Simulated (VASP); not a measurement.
Single-point calculation, with input and output: HfN

System: HfN (2 atoms in the cell).
Method: Kohn-Sham DFT of a periodic cell, PBEsol, VASP PAW PBE potentials, recommended, no spin polarisation (VASP 6.6.1).

The structure derives from a Materials Project entry. It belongs to a series of runs on one base structure; here: grid = ENCUT=520 k=10x10x10 ISMEAR=0 SIGMA=0.05 PREC=Accurate EDIFF=1e-05 LREAL=False ADDGRID=False LASPH=True; atoms moved at random by about 0.1 A.

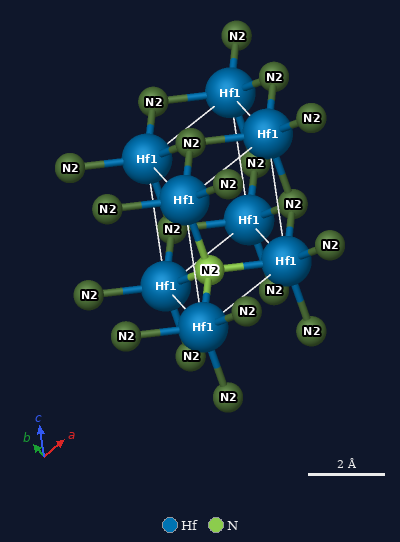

**Figure 1.** The structure as given in the input (ball-and-stick view of the cell of the calculation, seen slightly off an axis; neighbours outside the cell are drawn fainter; atoms are numbered from 1 in the order of the input).

**INCAR**
```
SYSTEM = HfN
PREC = Accurate ; ENCUT = 520
EDIFF = 1E-5 ; ISMEAR = 0
SIGMA = 0.05 ; LREAL = .False.
LASPH = .True. ; NELM = 100
ALGO = Normal ; ISIF = 2
LWAVE = .False. ; LCHARG = .False.
GGA = PS ; ADDGRID = .False.
```

**KPOINTS**
```
Automatic mesh
0
Gamma
  10 10 10
  0 0 0
```

**POSCAR**
```
HfN
1.0
    0.0000000000      2.4548220000      2.4548220000
    2.4548220000      0.0000000000      2.4548220000
    2.4548220000      2.4548220000      0.0000000000
Hf N
1 1
Direct
    0.0013890000     -0.0035870000      0.0084710000
    0.2560200000      0.2829830000      0.2320270000
```

Hardware: 1 thread of Intel Xeon (Granite Rapids), 64 GiB of memory available, shared host.

Launch command:
```bash
cat potpaw_PBE.64/Hf_pv/POTCAR potpaw_PBE.64/N/POTCAR > POTCAR
mpirun -np 1 vasp_std > vasp.out
```

**OSZICAR**
```
N       E                     dE             d eps       ncg     rms          rms(c)
DAV:   1     0.407332827958E+02    0.40733E+02   -0.81604E+03 11096   0.124E+03
DAV:   2    -0.228068679560E+02   -0.63540E+02   -0.60234E+02 15172   0.248E+02
DAV:   3    -0.254940582520E+02   -0.26872E+01   -0.26623E+01 13942   0.444E+01
DAV:   4    -0.255212162880E+02   -0.27158E-01   -0.27106E-01 13654   0.490E+00
DAV:   5    -0.255216838785E+02   -0.46759E-03   -0.46742E-03 14997   0.534E-01    0.553E+01
DAV:   6    -0.223131904523E+02    0.32085E+01   -0.20362E+01 12773   0.303E+01    0.400E+01
DAV:   7    -0.221943034629E+02    0.11889E+00   -0.11068E+00 13137   0.902E+00    0.244E+01
DAV:   8    -0.221766126002E+02    0.17691E-01   -0.92637E-02 13572   0.324E+00    0.528E+00
DAV:   9    -0.221693177607E+02    0.72948E-02   -0.36152E-02 13221   0.143E+00    0.169E+00
DAV:  10    -0.221689304796E+02    0.38728E-03   -0.25105E-03 14239   0.455E-01    0.774E-02
DAV:  11    -0.221689341887E+02   -0.37091E-05   -0.83375E-05 13554   0.104E-01
   1 F= -.22168934E+02 E0= -.22168470E+02  d E =-.929059E-03
```

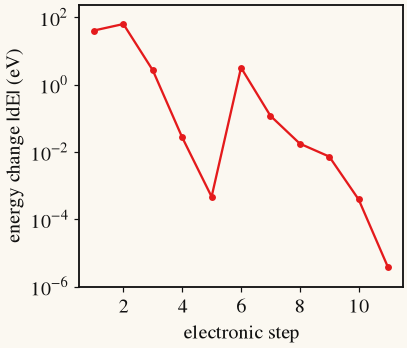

**Figure 2.** Convergence of the self-consistent field: energy change |dE| against the electronic step. It takes 11 electronic steps. The density is held fixed in the first few steps, and dE rises again when its update begins.

**Parts of OUTCAR**
```
SYSTEM = HfN
   PREC = Accurate
   ENCUT = 520
   EDIFF = 1E-5
   ISMEAR = 0
   LREAL = .False.
   LASPH = .True.
   NELM = 100
   ISIF = 2
   GGA = PS

 Found    504 irreducible k-points:

 Following reciprocal coordinates:
            Coordinates               Weight
  0.000000  0.000000  0.000000      1.000000
  0.100000  0.000000  0.000000      2.000000
  0.000000  0.100000  0.000000      2.000000
  0.000000  0.000000  0.100000      2.000000
  0.100000  0.100000  0.100000      2.000000
  0.200000  0.000000  0.000000      2.000000
   k-points           NKPTS =    504   k-points in BZ     NKDIM =    504   number of bands    NBANDS=     11
   number of dos      NEDOS =    301   number of ions     NIONS =      2
   total plane-waves  NPLWV =  21952
   dimension x,y,z NGX =    28 NGY =   28 NGZ =   28
   dimension x,y,z NGXF=    56 NGYF=   56 NGZF=   56
   ions per type =               1   1
   NGX,Y,Z   is equivalent  to a cutoff of  13.41, 13.41, 13.41 a.u.
   NGXF,Y,Z  is equivalent  to a cutoff of  26.82, 26.82, 26.82 a.u.
 SYSTEM =  HfN
   PREC   = accura    normal or accurate (medium, high low for compatibility)
   ISTART =      0    job   : 0-new  1-cont  2-samecut
   ICHARG =      2    charge: 1-file 2-atom 10-const
   ISPIN  =      1    spin polarized calculation?
   LNONCOLLINEAR =      F non collinear calculations
   LSORBIT =      F    spin-orbit coupling
   LASPH  =      T    aspherical Exc in radial PAW
   ENCUT  =  520.0 eV  38.22 Ry    6.18 a.u.   6.45  6.45  6.45*2*pi/ulx,y,z
   NELM   =    100;   NELMIN=  2; NELMDL= -5     # of ELM steps
   EDIFF  = 0.1E-04   stopping-criterion for ELM
   LREAL  =      F    real-space projection
   EDIFFG = 0.1E-03   stopping-criterion for IOM
   NSW    =      0    number of steps for IOM
   IBRION =     -1    ionic relax: 0-MD 1-quasi-New 2-CG
   NFREE  =      0    steps in history (QN), initial steepest desc. (CG)
   ISIF   =      2    stress and relaxation
   ISYM   =      2    0-nonsym 1-usesym 2-fastsym
   POTIM  = 0.5000    time-step for ionic-motion
   TEBEG  =    0.0;   TEEND  =   0.0 temperature during run
   PSTRESS=    0.0 pullay stress
   NELECT =      15.0000    total number of electrons
   NUPDOWN=      -1.0000    fix difference up-down
   EMIN   =  10.00;   EMAX   =-10.00  energy-range for DOS
   EFERMI =   0.00;   METHOD = LEGACY
   ISMEAR =     0;   SIGMA  =   0.05  broadening in eV -4-tet -1-fermi 0-gaus
   EFERMI_NEDOS =   21; number of points for ismear=-14 and -15
   IALGO  =     38    algorithm
   IMIX   =      4    mixing-type and parameters
     AMIX     =   0.40;   BMIX     =  1.00
     AMIX_MAG =   1.60;   BMIX_MAG =  1.00
  volume/ion in A,a.u.               =      14.79        99.83
  Fermi-wavevector in a.u.,A,eV,Ry     =   1.305395  2.466839 23.185087  1.704056
  Thomas-Fermi vector in A             =   2.436267
   LORBIT       =      0    0 simple, 1 ext, 2 COOP (PROOUT), +10 PAW based schemes
   GGA     = PS    functional components
   LHFCALC =     F    Hartree Fock is set to
   AEXX    =    0.0000 exact exchange contribution
   IVDW    =     0    specifies the selected vdW correction
   LEPSILON=     F    determine dielectric tensor
   LRPA    =     F    only Hartree local field effects (RPA)
 non-spin polarized calculation
 Gauss-broadening in eV      SIGMA  =   0.05
  energy-cutoff  :      520.00
  volume of cell :       29.59
 maximum number of plane-waves:       821
 NGX is ok and might be reduce to    28
   NGX = 13   NGY = 13   NGZ = 13

 number of electron      15.0000000 magnetization

 Free energy of the ion-electron system (eV)
  ---------------------------------------------------
  ext. energy  EPLUGINS =         0.00000000
  ---------------------------------------------------
  free energy    TOTEN  =       -22.16893419 eV

  energy without entropy =      -22.16800513  energy(sigma->0) =      -22.16846966

 E-fermi :   5.5325     XC(G=0): -11.3943     alpha+bet :-11.9557

 val. band max:        5.5320183600   @ k =  -0.1000  -0.3000   0.5000
 cond. band min:       5.5337010390   @ k =   0.0000   0.1000   0.1000
 fundamental gap:      0.0016826790
 Fermi energy:         5.5325085594

 k-point     1 :       0.0000    0.0000    0.0000
  band No.  band energies     occupation
      1     -25.4689      2.00000
      2     -25.4455      2.00000
      3     -25.4398      2.00000
      4     -10.5014      2.00000
      5      -0.0001      2.00000
      6       0.1504      2.00000
      7       0.3197      2.00000
      8       4.8438      2.00000
      9       7.7803      0.00000
     10       7.7928      0.00000
     11      11.5582      0.00000

 k-point     2 :       0.1000    0.0000    0.0000
  band No.  band energies     occupation
      1     -25.5034      2.00000
      2     -25.4657      2.00000
      3     -25.4455      2.00000
      4     -10.3792      2.00000
      5      -0.1136      2.00000
      6       0.1492      2.00000
      7       0.3668      2.00000
      8       5.3545      2.00000
      9       7.6246      0.00000
     10       7.6350      0.00000
     11      11.8243      0.00000

 k-point     3 :       0.0000    0.1000    0.0000
  band No.  band energies     occupation
      1     -25.5198      2.00000
      2     -25.4524      2.00000
      3     -25.4460      2.00000
      4     -10.3653      2.00000
      5      -0.1996      2.00000
      6       0.2490      2.00000
      7       0.3970      2.00000
      8       5.3361      2.00000
      9       7.5832      0.00000
     10       7.5897      0.00000
     11      11.8544      0.00000

 k-point     4 :       0.0000    0.0000    0.1000
  band No.  band energies     occupation
      1     -25.4911      2.00000
      2     -25.4706      2.00000
      3     -25.4494      2.00000
      4     -10.3932      2.00000
      5       0.0035      2.00000
      6       0.1212      2.00000
      7       0.2338      2.00000
      8       5.3940      1.99991
      9       7.6591      0.00000
     10       7.6672      0.00000
     11      11.3832      0.00000

 k-point     5 :       0.1000    0.1000    0.1000
  band No.  band energies     occupation
      1     -25.4941      2.00000
      2     -25.4696      2.00000
      3     -25.4488      2.00000
      4     -10.3881      2.00000
      5      -0.0449      2.00000
      6       0.1148      2.00000
      7       0.3059      2.00000
      8       5.3758      1.99999
      9       7.6442      0.00000
     10       7.6596      0.00000
     11      11.5150      0.00000

 k-point     6 :       0.2000    0.0000    0.0000
  band No.  band energies     occupation
      1     -25.6245      2.00000
      2     -25.4853      2.00000
      3     -25.4602      2.00000
      4     -10.0699      2.00000
      5      -0.4262      2.00000
      6       0.3819      2.00000
      7       0.4798      2.00000
      8       6.3980      0.00000
      9       7.4076      0.00000
     10       7.4739      0.00000
     11      11.4809      0.00000

 [... further k-points ...]

------------------------ aborting loop because EDIFF is reached ----------------------------------------

  FORCE on cell =-STRESS in cart. coord.  units (eV):
  Direction    XX          YY          ZZ          XY          YZ          ZX
  --------------------------------------------------------------------------------------
  -------------------------------------------------------------------------------------
  Total       -0.8313111     -0.7979513     -0.8240373     -1.0384558     -0.3844515      0.5937831
  in kB      -45.0177860    -43.2112643    -44.6238930    -56.2352417    -20.8191102     32.1549928
  external PRESSURE =     -44.2843145 kB  Pullay stress =       0.0000000 kB

 VOLUME and BASIS-vectors are now :
 -----------------------------------------------------------------------------
  energy-cutoff  :      520.00
  volume of cell :       29.59
      direct lattice vectors                 reciprocal lattice vectors
     0.000000000  2.454822000  2.454822000    -0.203680756  0.203680756  0.203680756
     2.454822000  0.000000000  2.454822000     0.203680756 -0.203680756  0.203680756
     2.454822000  2.454822000  0.000000000     0.203680756  0.203680756 -0.203680756

 POSITION                                       TOTAL-FORCE (eV/Angst)
 -----------------------------------------------------------------------------------
      2.46681      0.02420      2.44943         0.435650     -0.689656      1.238187
      1.26426      1.19807      1.32316        -0.435650      0.689656     -1.238187
 -----------------------------------------------------------------------------------
    total drift:                                0.000069     -0.000040     -0.000128

  FREE ENERGIE OF THE ION-ELECTRON SYSTEM (eV)
  ---------------------------------------------------
  free  energy   TOTEN  =       -22.1689341887 eV

  energy  without entropy=      -22.1680051299  energy(sigma->0) =      -22.16846966
```

**CONTCAR**
```
HfN
   1.00000000000000
     0.0000000000000000    2.4548220000000001    2.4548220000000001
     2.4548220000000001    0.0000000000000000    2.4548220000000001
     2.4548220000000001    2.4548220000000001    0.0000000000000000
  Hf              N
     1     1
Direct
     0.0013890000000032    0.9964129999999969    0.0084710000000001
     0.2560199999999995    0.2829830000000015    0.2320270000000022

  0.00000000E+00  0.00000000E+00  0.00000000E+00
  0.00000000E+00  0.00000000E+00  0.00000000E+00
```

**Key numbers**

- outcome: converged
- space group (tolerance 0.01 Å): P1 (1)
- electrons treated: 15
- free energy: −22.1689 eV
- Fermi energy: 5.533 eV
- gap on the k-point mesh: none (metallic)
- pressure: −4.43 GPa
- largest force (length of the vector): 1.483 eV/Å
- wall time: 58 s
- peak memory: 0.31 GiB

**Notes**

Settings chosen away from the usual ones: grid = ENCUT=520 k=10x10x10 ISMEAR=0 SIGMA=0.05 PREC=Accurate EDIFF=1e-05 LREAL=False ADDGRID=False LASPH=True; atoms moved at random by about 0.1 A. The settings depart from the standard set-up of this series, which can bear on the numbers. Spin–orbit coupling is left out, which matters for Hf. The cell holds an odd number of electrons but the run has no spin polarisation, so it comes out as a metal.
